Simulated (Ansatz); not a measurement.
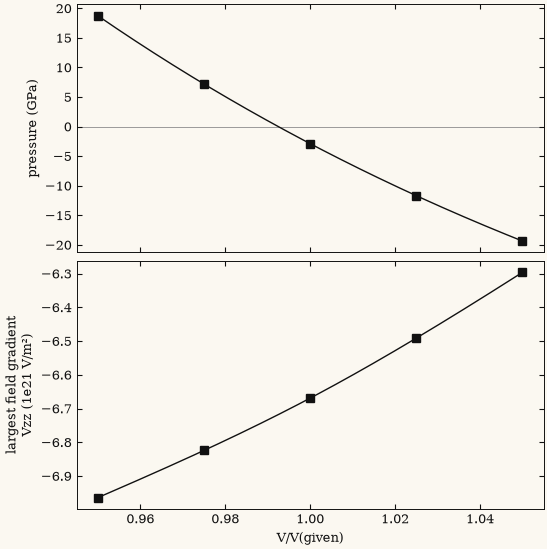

The figure shows the pressure and largest field gradient Vzz against V/V(given) for Re, space group P6_3/mmc (No. 194).

The given structure:
```cif
data_structure
_symmetry_space_group_name_H-M 'P 1'
_symmetry_Int_Tables_number 1
_cell_length_a 2.7653
_cell_length_b 2.7653
_cell_length_c 4.4736
_cell_angle_alpha 90.000
_cell_angle_beta 90.000
_cell_angle_gamma 120.000
_cell_volume 29.63
loop_
_atom_site_label
_atom_site_type_symbol
_atom_site_fract_x
_atom_site_fract_y
_atom_site_fract_z
_atom_site_occupancy
Re1 Re 0.33333 0.66667 0.25000 1
Re2 Re 0.66667 0.33333 0.75000 1
```

Calculation (Ansatz 0.2.0): periodic Kohn-Sham DFT of a crystal at fixed atoms, scaled to the stated factor times the given cell; pressure positive in compression. Level: r2SCAN.

- method: frozen-core PAW
- relativity: scalar
- k mesh: 14×14×8
- occupations: Fermi–Dirac
- smearing width: 0.08 eV
- wave cutoff: 500 eV
- PAW set: soft_2

V(given) is 14.81 Å³/atom.

Give the values behind the plot as a table.

```tsv
V/V(given)	pressure (GPa)	largest field gradient Vzz (1e21 V/m²)
0.950	18.8	-6.964
0.975	7.2	-6.824
1.000	-2.9	-6.669
1.025	-11.7	-6.491
1.050	-19.3	-6.296
```

Note: PAW files made with PBE; field gradient without spin-orbit coupling on heavy atoms; no gap: field gradients move with the k mesh; no spin-orbit coupling on heavy atoms; shape and atomic fractions are frozen while scaling, which makes layered, chain and framework solids too stiff.
